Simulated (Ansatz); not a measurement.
# Calculations on TlBr

### One mode

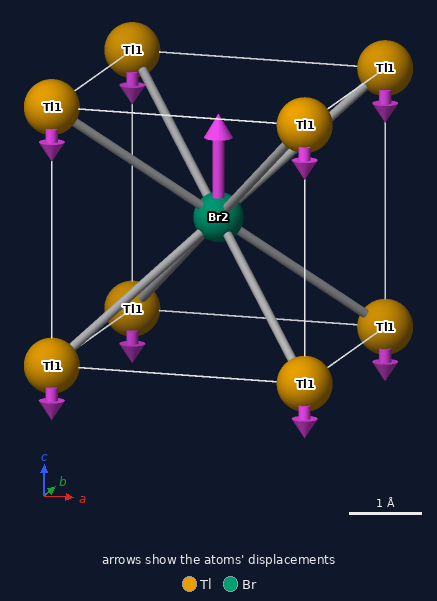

One vibrational mode of a crystal of TlBr relaxed at 8 GPa at the zone centre. Displacements are drawn as pink arrows; their common scale and sign are arbitrary. Style: ball-and-stick. Shown: the cell of the calculation, slightly off an axis.

These are results of DFT PBE+D3(BJ), scalar-relativistic, plane waves, PAW in Ansatz 0.2.0, not measurements.

Input file:
```yaml
crystal:
  lattice:
    - [3.7149315711, 0.0, 0.0]
    - [0.0, 3.7149315711, 0.0]
    - [0.0, 0.0, 3.7149315711]
  atoms:
    - { symbol: Tl, position: [0.0, 0.0, 0.0] }
    - { symbol: Br, position: [0.5, 0.5, 0.5] }
basis:
  ecutwfc: 420
kpoints:
  mp_grid: { grid: [8, 8, 8] }
hamiltonian:
  xc: pbe
  dispersion: d3bj
scf:
  occupations: { method: fixed }
output:
  eigenvalues: true
phonons:
  method: dfpt
  dielectric: true
  rigid_motions: translations
  eigenvectors: true
```

Run as
```bash
ansatz run input.yaml --threads 1 --pin off --max-ram 1228MiB --backend cpu --events-out ev --progress --plain --runs-dir out
```

Frequencies are those without the non-analytic (LO–TO) term.

What mode is this, and where does it lie in the spectrum?

This is the T₁u mode (triply degenerate; one member of the set is drawn) at 87 cm⁻¹, the only optical level, infrared-active by symmetry. The Br sublattice moves against the Tl sublattice, along c; the kinetic energy is shared as Br 72 %, Tl 28 %. Its infrared intensity is 6.6 (D/Å)²/amu for the set. The value is the transverse one; the longitudinal partner lies at 139 cm⁻¹.

### Softest mode

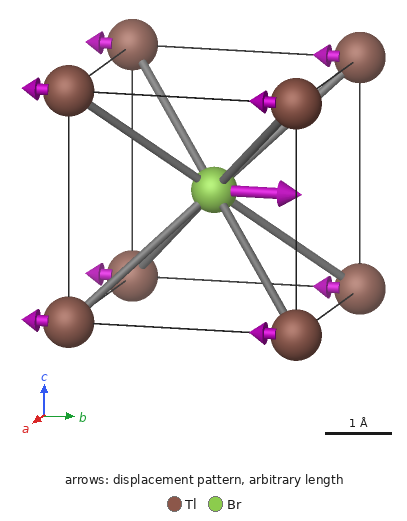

The lowest optical mode of solid TlBr relaxed at 15 GPa, space group Pm-3m (No. 221), at the zone centre. The purple arrows are the displacements of the atoms (eigenvector over the root of the mass), of arbitrary overall length and sign. Style: ball-and-stick. Shown: the cell of the calculation, slightly off an axis.

Computed with DFT PBE+D3(BJ), scalar-relativistic, plane waves, PAW (Ansatz 0.2.0). (plane-wave cutoff 420 eV; k-point mesh 10 × 10 × 10; occupations fixed; target pressure 15 GPa; no spin polarisation)

Frequencies are those without the non-analytic (LO–TO) term.

Question: Is the structure stable against all modes at this point?

Answer: Yes: this softest mode has a real frequency, and so have all others here. That speaks for this wave vector alone: the rest of the zone wasn't checked in this run. This is the T₁u mode (triply degenerate; one member of the set is drawn) at 13.6 meV, the only optical level, infrared-active by symmetry. The Br sublattice moves against the Tl sublattice, along b; the kinetic energy is shared as Br 72 %, Tl 28 %. Its infrared intensity is 7.4 (D/Å)²/amu for the set. The value is the transverse one; the longitudinal partner lies at 156 cm⁻¹.

### Softest mode

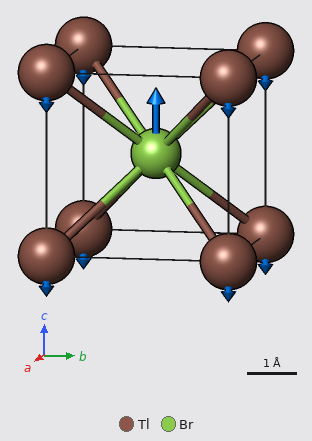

The lowest optical mode of a crystal of TlBr relaxed at 3 GPa, space group Pm-3m (No. 221), at the zone centre. The blue arrows are the displacements of the atoms (eigenvector over the root of the mass), of arbitrary overall length and sign. A ball-and-stick model of the cell of the calculation, seen slightly off an axis.

Method: DFT PBE+D3(BJ), scalar-relativistic, plane waves, PAW (Ansatz). Set-up: plane-wave cutoff 420 eV; k-point mesh 8 × 8 × 8; occupations fixed; target pressure 3 GPa; no spin polarisation.

Frequencies are those without the non-analytic (LO–TO) term.

> Is this crystal at a minimum with respect to the drawn distortion?

Yes: this softest mode has a real frequency, and so have all others here. That speaks for this wave vector alone: the rest of the zone wasn't checked in this run. This is the T₁u mode (triply degenerate; one member of the set is drawn) at 64 cm⁻¹, the only optical level, infrared-active by symmetry. The Br sublattice moves against the Tl sublattice, along c; the kinetic energy is shared as Br 72 %, Tl 28 %. Its infrared intensity is 5.9 (D/Å)²/amu for the set. The value is the transverse one; the longitudinal partner lies at 122 cm⁻¹.
